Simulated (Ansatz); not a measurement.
# Run report: Si₂C₃, geometry relaxation (part 3 of 3)

Continued. System: Si₂C₃ (R-3m, 5 atoms in the cell). Method: DFT PBE, scalar-relativistic, plane waves, PAW, no spin polarisation (Ansatz 0.2.0); cutoff 420 eV, 18×18×18 k-mesh, Gaussian smearing of 0.1 eV. The structure was made by a generator, so it may or may not be a known phase.

Geometry of the input (Å; fractional positions):
```
1.3093  0.7559  11.2361
-1.3093  0.7559  11.2361
0.0000  -1.5119  11.2361
Si 0.1299  0.1299  0.1299
Si 0.8701  0.8701  0.8701
C  0.6667  0.6667  0.6667
C  0.5000  0.5000  0.5000
C  0.3333  0.3333  0.3333
```

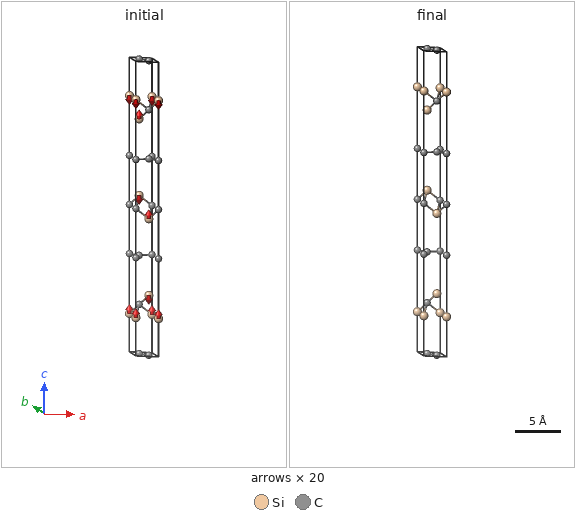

Before (left) and after (right) the relaxation, at one scale (ball-and-stick view of the cell 3 times as large as that of the calculation, set on its symmetry axes, seen slightly off an axis). The red arrows give the displacements (without the part carried along by the change of the cell), magnified 20 times. The largest moves relative to the cell, 0.055 Å, are those of Si1 and Si2. C stays in place. Cell: a = b 2.619 → 2.624 Å (+0.2 %), c 33.708 → 34.906 Å (+3.6 %). Volume +3.9 %. Among the contacts that change: Si1–C4 1.955 → 1.951 Å. The space group stays R-3m (No. 166). After 9 geometry steps the energy has fallen by 0.2 meV per atom. Largest force component: 0.11 eV/Å at the start, 0.0021 eV/Å at the end. The pressure goes from 0.12 to 0.02 GPa. The line search rejected the trial step at point 3 (counted from 0) and went back. 2 further SCFs at an unchanged geometry re-selected the plane-wave basis for the new cell. The energy change given includes the shifts at the re-selections in mid-walk, which come without any move. A last SCF at the same geometry on a re-selected plane-wave basis shifts the energy by −0.2 meV per atom. (Atoms are counted from 1 in the order of the input.)

```
basis re-selected at this cell: Δ(F+E_penalty+E_count) = -1.077e-3 eV, ΔP = +0.005 GPa vs the last step (what re-selecting the basis moved, of the pressure what is left beyond the Pulay correction that the steps carried, after the strain that the cell walked since its last selection, with what the two solves' SCF thresholds leave and, on support functions, any second-order correction that the steps lacked; it is no measure of the basis error at this ecutwfc). This SCF's stress stands 3.75e-2 GPa from its target on what of the cell is left free (relax.cell.stress_tol is 5.00e-2 GPa) and its largest allowed force component is 2.15e-3 eV/Å (relax.f_tol is 1.00e-2 eV/Å): within both
SCF converged after 4 iterations
Free energy (F): -2020.830628 eV
Harris-Foulkes:  -2020.830628 eV  (|F-HF|=1.82e-12)
Internal energy: -2020.824397 eV  (E = F + TS)
E sigma→0 (E₀):  -2020.827513 eV
Entropy (-TS):   -0.006231 eV (-1.246 meV/atom)
Fermi energy:    5.959922 eV
--- Per-component energies (eV) ---
  E_band       = -30.400503
  E_kinetic    = 355.347935
  E_local      = -1024.143722  (includes V_loc(G=0)·N_el)
  E_nonlocal   = 130.718999
  E_hartree    = 402.920819
  E_xc         = -256.464320
  E_vxc        = -274.683434  (∫ρ·V_xc dr)
  E_paw        = -1321.903872  (= ΣΔE_a)
  E_vpaw       = -23.481913  (= ΣTr[D̂ρ^β])
  E_aug_tail   = 0.000033  (compensation charges beyond the density's cutoff)
  E_ewald      = -307.300269
  E_smearing   = -0.006231  (= −TS)
  E_closure    = 0.000000  (closes the sum)
  Σ components = -2020.830628   (vs F -2020.830628, Δ=0.00e0)
--- Forces (eV/Å), atoms counted from 1 ---
  atom   1  Si    -0.00000000    -0.00000000    -0.00214580
  atom   2  Si     0.00000000     0.00000000     0.00214580
  atom   3  C      0.00000000     0.00000000     0.00024496
  atom   4  C      0.00000000     0.00000000     0.00000000
  atom   5  C     -0.00000000    -0.00000000    -0.00024496
  max |Σ_I F_I| component: 4.88e-19 eV/Å
--- Stress (GPa, compression-positive) ---
        0.016530      -0.000000       0.000000
       -0.000000       0.016530       0.000000
        0.000000       0.000000       0.037527
  P = ⅓ Tr σ = 0.0235 GPa (0.235 kbar)
--- Band table (eV; the first three rows and the last of 580) ---
  k-point 0: bands = ["-12.3474", "-12.1245", "-6.8279", "-1.0794", "-0.5102", "2.8827", "2.8827", "3.1384", "6.4600", "6.4600", "9.1559", "11.7842", "13.1355", "13.1355", "13.9622"]
  k-point 1: bands = ["-12.2698", "-12.0594", "-6.7456", "-0.9990", "-0.4351", "2.5996", "2.7546", "3.2036", "6.0580", "6.3265", "9.2401", "11.8203", "13.1501", "13.3951", "14.0161"]
  k-point 2: bands = ["-12.0373", "-11.8647", "-6.4996", "-0.7581", "-0.2108", "1.8310", "2.4123", "3.3950", "4.9972", "5.9730", "9.4879", "11.8813", "13.0707", "13.7455", "14.0356"]
  k-point 579: bands = ["-12.3474", "-12.1246", "-6.8277", "-1.1199", "-0.4512", "2.8827", "2.8827", "3.0883", "6.4598", "6.4598", "9.9276", "10.3950", "13.1350", "13.1350", "14.5102"]
--- Relaxed structure (10 steps of the walk, 9 accepted, 3 SCFs on fresh bases) ---
  F+E_penalty+E_count = -2020.83062829 eV   max|allowed force component| = 2.146e-3 eV/Å   (the final SCF, on the basis selected at the relaxed cell)
  cell:  # Å, volume = 69.3603 Å³
    - [1.3118028966257143, 0.7573697555078468, 11.635443731716]
    - [-1.3118028966257143, 0.7573697555078468, 11.635443731716]
    - [-1.8884332531881032e-32, -1.5147395109639155, 11.63544373171937]
  atoms:
    - { symbol: Si, position: [0.13145860294614664, 0.13145860294614664, 0.13145860294614664] }
    - { symbol: Si, position: [0.8685413970538536, 0.8685413970538536, 0.8685413970538535] }
    - { symbol: C, position: [0.6666661301864537, 0.6666661301864537, 0.6666661301864537] }
    - { symbol: C, position: [0.5, 0.5, 0.49999999999999994] }
    - { symbol: C, position: [0.33333386981354635, 0.33333386981354635, 0.3333338698135464] }
```

**Trajectory as extended XYZ (Å, eV, eV/Å), 13 frames, from step=1 to step=13**
```
5
Lattice="1.3093 0.7559 11.2361 -1.3093 0.7559 11.2361 0.0000 -1.5119 11.2361" Properties=species:S:1:pos:R:3:forces:R:3 step=1 energy=-2020.82840 pressure_GPa=0.12
Si    0.0000    0.0000    4.3784    0.0000   0.0000   0.1115
Si    0.0000    0.0000   29.3299    0.0000   0.0000  -0.1115
C     0.0000    0.0000   22.4722    0.0000   0.0000   0.0010
C     0.0000    0.0000   16.8542    0.0000   0.0000   0.0000
C     0.0000    0.0000   11.2362    0.0000   0.0000  -0.0010
5
Lattice="1.3107 0.7568 11.2706 -1.3107 0.7568 11.2706 0.0000 -1.5135 11.2706" Properties=species:S:1:pos:R:3:forces:R:3 step=2 energy=-2020.82888 pressure_GPa=-0.02
Si    0.0000    0.0000    4.3999    0.0000   0.0000   0.0519
Si    0.0000    0.0000   29.4120    0.0000   0.0000  -0.0519
C     0.0000    0.0000   22.5413    0.0000   0.0000  -0.0023
C     0.0000    0.0000   16.9060    0.0000   0.0000   0.0000
C     0.0000    0.0000   11.2706    0.0000   0.0000   0.0023
5
Lattice="1.3114 0.7571 11.3265 -1.3114 0.7571 11.3265 0.0000 -1.5142 11.3265" Properties=species:S:1:pos:R:3:forces:R:3 step=3 energy=-2020.82868 pressure_GPa=-0.01
Si    0.0000    0.0000    4.4316    0.0000   0.0000   0.0170
Si    0.0000    0.0000   29.5480    0.0000   0.0000  -0.0170
C     0.0000    0.0000   22.6526    0.0000   0.0000   0.0135
C     0.0000    0.0000   16.9898    0.0000   0.0000   0.0000
C     0.0000    0.0000   11.3270    0.0000   0.0000  -0.0135
5
Lattice="1.3118 0.7574 11.3862 -1.3118 0.7574 11.3862 0.0000 -1.5148 11.3862" Properties=species:S:1:pos:R:3:forces:R:3 step=4 energy=-2020.82801 pressure_GPa=0.00 accepted=F
Si    0.0000    0.0000    4.4645    0.0000   0.0000  -0.0066
Si    0.0000    0.0000   29.6941    0.0000   0.0000   0.0066
C     0.0000    0.0000   22.7745    0.0000   0.0000  -0.0687
C     0.0000    0.0000   17.0793    0.0000   0.0000   0.0000
C     0.0000    0.0000   11.3841    0.0000   0.0000   0.0687
5
Lattice="1.3116 0.7572 11.3563 -1.3116 0.7572 11.3563 0.0000 -1.5145 11.3563" Properties=species:S:1:pos:R:3:forces:R:3 step=5 energy=-2020.82846 pressure_GPa=0.02
Si    0.0000    0.0000    4.4484    0.0000   0.0000   0.0010
Si    0.0000    0.0000   29.6206    0.0000   0.0000  -0.0010
C     0.0000    0.0000   22.7124    0.0000   0.0000   0.0073
C     0.0000    0.0000   17.0345    0.0000   0.0000   0.0000
C     0.0000    0.0000   11.3566    0.0000   0.0000  -0.0073
5
Lattice="1.3118 0.7574 11.3800 -1.3118 0.7574 11.3800 0.0000 -1.5148 11.3800" Properties=species:S:1:pos:R:3:forces:R:3 step=6 energy=-2020.82822 pressure_GPa=-0.01
Si    0.0000    0.0000    4.4610    0.0000   0.0000  -0.0027
Si    0.0000    0.0000   29.6790    0.0000   0.0000   0.0027
C     0.0000    0.0000   22.7600    0.0000   0.0000  -0.0005
C     0.0000    0.0000   17.0700    0.0000   0.0000   0.0000
C     0.0000    0.0000   11.3800    0.0000   0.0000   0.0005
5
Lattice="1.3118 0.7574 11.3800 -1.3118 0.7574 11.3800 0.0000 -1.5148 11.3800" Properties=species:S:1:pos:R:3:forces:R:3 step=7 energy=-2020.83014 pressure_GPa=0.03
Si    0.0000    0.0000    4.4610    0.0000   0.0000  -0.0024
Si    0.0000    0.0000   29.6790    0.0000   0.0000   0.0024
C     0.0000    0.0000   22.7600    0.0000   0.0000  -0.0005
C     0.0000    0.0000   17.0700    0.0000   0.0000   0.0000
C     0.0000    0.0000   11.3800    0.0000   0.0000   0.0005
5
Lattice="1.3119 0.7574 11.4282 -1.3119 0.7574 11.4282 0.0000 -1.5148 11.4282" Properties=species:S:1:pos:R:3:forces:R:3 step=8 energy=-2020.82981 pressure_GPa=0.01
Si    0.0000    0.0000    4.4852    0.0000   0.0000  -0.0019
Si    0.0000    0.0000   29.7995    0.0000   0.0000   0.0019
C     0.0000    0.0000   22.8564    0.0000   0.0000  -0.0003
C     0.0000    0.0000   17.1423    0.0000   0.0000   0.0000
C     0.0000    0.0000   11.4282    0.0000   0.0000   0.0003
5
Lattice="1.3118 0.7573 11.5256 -1.3118 0.7573 11.5256 0.0000 -1.5147 11.5256" Properties=species:S:1:pos:R:3:forces:R:3 step=9 energy=-2020.82901 pressure_GPa=0.03
Si    0.0000    0.0000    4.5340    0.0000   0.0000  -0.0054
Si    0.0000    0.0000   30.0428    0.0000   0.0000   0.0054
C     0.0000    0.0000   23.0512    0.0000   0.0000  -0.0014
C     0.0000    0.0000   17.2884    0.0000   0.0000   0.0000
C     0.0000    0.0000   11.5256    0.0000   0.0000   0.0014
5
Lattice="1.3118 0.7573 11.5256 -1.3118 0.7573 11.5256 0.0000 -1.5147 11.5256" Properties=species:S:1:pos:R:3:forces:R:3 step=10 energy=-2020.83048 pressure_GPa=0.05
Si    0.0000    0.0000    4.5340    0.0000   0.0000  -0.0052
Si    0.0000    0.0000   30.0428    0.0000   0.0000   0.0052
C     0.0000    0.0000   23.0512    0.0000   0.0000  -0.0014
C     0.0000    0.0000   17.2884    0.0000   0.0000   0.0000
C     0.0000    0.0000   11.5256    0.0000   0.0000   0.0014
5
Lattice="1.3120 0.7575 11.6111 -1.3120 0.7575 11.6111 0.0000 -1.5149 11.6111" Properties=species:S:1:pos:R:3:forces:R:3 step=11 energy=-2020.82975 pressure_GPa=-0.04
Si    0.0000    0.0000    4.5763    0.0000   0.0000   0.0032
Si    0.0000    0.0000   30.2570    0.0000   0.0000  -0.0032
C     0.0000    0.0000   23.2222    0.0000   0.0000   0.0000
C     0.0000    0.0000   17.4166    0.0000   0.0000   0.0000
C     0.0000    0.0000   11.6111    0.0000   0.0000   0.0000
5
Lattice="1.3118 0.7574 11.6354 -1.3118 0.7574 11.6354 0.0000 -1.5147 11.6354" Properties=species:S:1:pos:R:3:forces:R:3 step=12 energy=-2020.82955 pressure_GPa=0.02
Si    0.0000    0.0000    4.5887    0.0000   0.0000  -0.0023
Si    0.0000    0.0000   30.3176    0.0000   0.0000   0.0023
C     0.0000    0.0000   23.2709    0.0000   0.0000   0.0002
C     0.0000    0.0000   17.4532    0.0000   0.0000   0.0000
C     0.0000    0.0000   11.6355    0.0000   0.0000  -0.0002
5
Lattice="1.3118 0.7574 11.6354 -1.3118 0.7574 11.6354 0.0000 -1.5147 11.6354" Properties=species:S:1:pos:R:3:forces:R:3 step=13 energy=-2020.83063 pressure_GPa=0.02
Si    0.0000    0.0000    4.5887    0.0000   0.0000  -0.0021
Si    0.0000    0.0000   30.3176    0.0000   0.0000   0.0021
C     0.0000    0.0000   23.2709    0.0000   0.0000   0.0002
C     0.0000    0.0000   17.4532    0.0000   0.0000   0.0000
C     0.0000    0.0000   11.6355    0.0000   0.0000  -0.0002
```

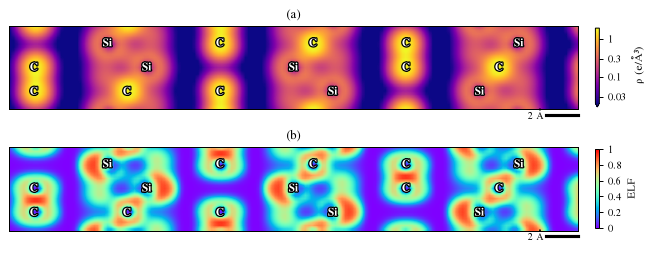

(a) valence charge density (pseudo); (b) electron localisation function on the (110) plane of the conventional cell. The section cuts through Si and C sites. Away from the nuclei the density in this plane falls to 0.005 e/Å³ at its lowest. The fields are those of the smooth PAW valence density.
